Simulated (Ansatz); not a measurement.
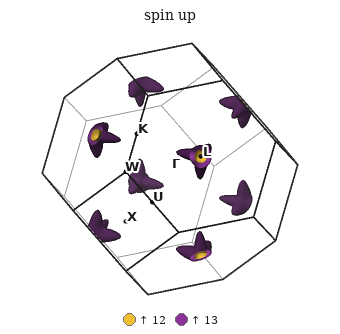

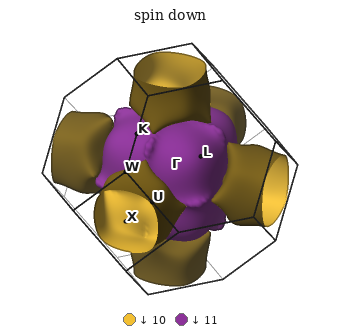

Spin-resolved Fermi surfaces of CoO (space group Fm-3m, No. 225); the net moment is 3.0 μB per cell, and spin up is the majority channel.

Level of theory: DFT PBE, scalar-relativistic, plane waves, PAW; levels and slopes on a dense k mesh at the converged density (Ansatz). Collinear spin polarisation. k mesh for the levels: 34×34×34. Unrelaxed database geometry.

> What is the spin polarisation of the states at the Fermi level?

Spin up has two and spin down two bands crossing, with 0.33 and 3.3 states/eV per cell, so (N↑ − N↓)/(N↑ + N↓) = −0.82.

No Hubbard term was used, so a compound that is really a magnetic or Mott insulator can come out metallic. The run ends with a net moment of 3.0 μB a cell, the order reached from its starting moments, not necessarily the lowest. Necks and pockets thinner than about two mesh steps aren't resolved, so separate pockets may in truth be joined.
